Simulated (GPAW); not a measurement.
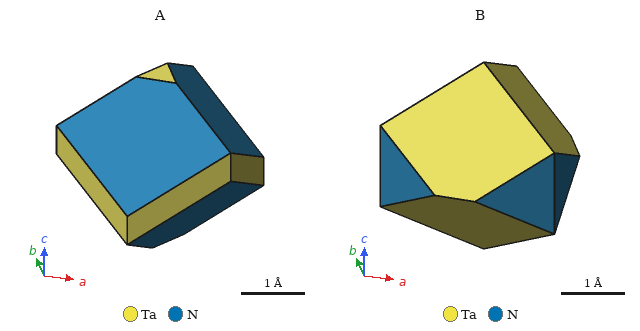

Computed Voronoi cells of the 2 sites of this structure, drawn to one scale and in one orientation; each face has the colour of the neighbour behind it.

TaN, space group P6_3/mmc (No. 194), a = 2.922 Å, b = 2.922 Å, c = 5.917 Å, α = 90.00°, β = 90.00°, γ = 120.00°

| site | Wyckoff | x | y | z |
| --- | --- | --- | --- | --- |
| Ta | 2a | 0.0000 | 0.0000 | 0.5000 |
| N | 2c | 0.3333 | 0.6667 | 0.2500 |

Origin: a cell listed in the Materials Project, as set up for an electronic-structure calculation.

Which cell belongs to which site?

Answer. A is Ta (12 faces above 1 % of the solid angle, 10.9 Å³, mostly facing N); B is N (12 faces above 1 % of the solid angle, 11.0 Å³, mostly facing Ta).
